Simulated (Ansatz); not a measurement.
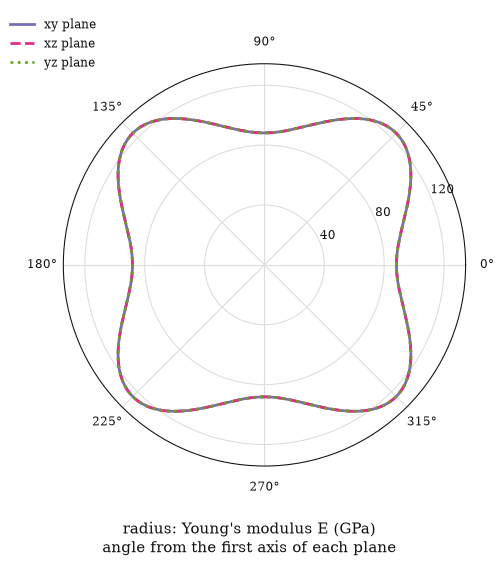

The picture above shows the Young's modulus as a function of direction in the xy, xz and yz planes for GaAs, space group F-43m (No. 216) (cell built by us, not taken from a database).

Structure:
```
CELL_PARAMETERS angstrom
0.00000 2.82590 2.82590
2.82590 0.00000 2.82590
2.82590 2.82590 0.00000
ATOMIC_POSITIONS crystal
Ga 0.00000 0.00000 0.00000
As 0.25000 0.25000 0.25000
```

Calculation (Ansatz 0.2.0): elastic stress-strain coefficients at zero temperature from small strains of the given cell, Voigt order xx yy zz yz xz xy, Cartesian axes of the cell vectors; plane waves with PAW datasets, Γ-centred k mesh. Level: r2SCAN, no spin polarisation.

- wave cutoff: 500 eV
- k mesh: 8×8×8
- occupations: fixed
- ions: relaxed
- strain amplitude: 0.002

Question: How anisotropic is Young's modulus?

Answer: Over all directions E runs from 88 to 144 GPa, a ratio of 1.64.

Question: What is E along the Cartesian axes and along their diagonal?

Answer: E is 88 GPa along x, y and z alike, and 144 GPa along the body diagonal x + y + z.
